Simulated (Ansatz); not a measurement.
Input of the run:

```
crystal:
  lattice:
    - [0.0, 2.2300614542, 2.2300614542]
    - [2.2300614542, 0.0, 2.2300614542]
    - [2.2300614542, 2.2300614542, 0.0]
  atoms:
    - { symbol: Ga, position: [0.0, 0.0, 0.0] }
    - { symbol: "N", position: [0.25, 0.25, 0.25] }
kpoints:
  mp_grid: { grid: [6, 6, 6] }
  band_path:
    path:
      - [0.0, 0.0, 0.0]
      - [-0.5, -0.5, 0.0]
      - [-0.375, -0.375, 0.25]
      - [-0.375, 0.0, 0.375]
      - [0.0, 0.0, 0.5]
      - [-0.5, -0.25, 0.25]
    npoints: 1
hamiltonian:
  xc: hse06
scf:
  occupations: { method: fixed }
  n_extra_bands: 4
output:
  forces: true
  stress: true
  eigenvalues: true
```

Launched with:
```bash
ansatz run input.yaml --threads 4 --pin off --max-ram 3686MiB --backend cpu --events-out ev --progress --plain --runs-dir out
```

Predict the main features of the density of states.

There is a gap; over the k points computed it is 3.19 eV (direct among those points). The upper group of valence states starts about 7.8 eV under the valence-band top (which lies at −1.6 eV on this axis), with a gap beneath it; it holds about 6 electrons a cell.

The cell is at 5 GPa in this functional.

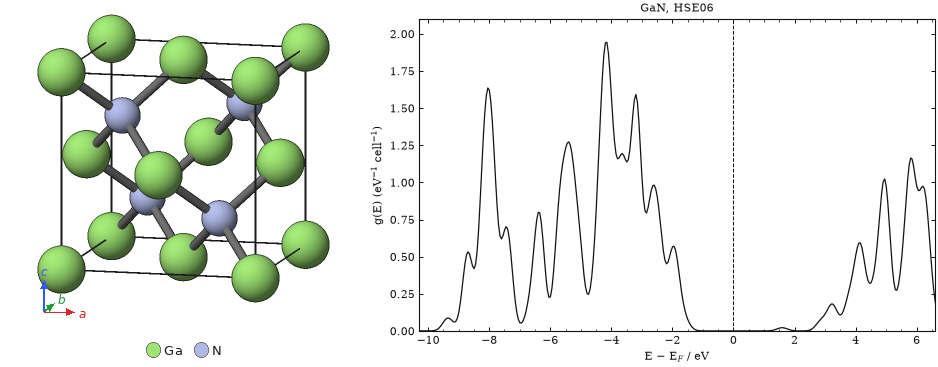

Density of states, beside the structure. Energies are counted from the Fermi level, put mid-gap where there is a gap. The curve is built from the levels of the k mesh with Gaussians 0.4 eV wide, which also blur the band edges.
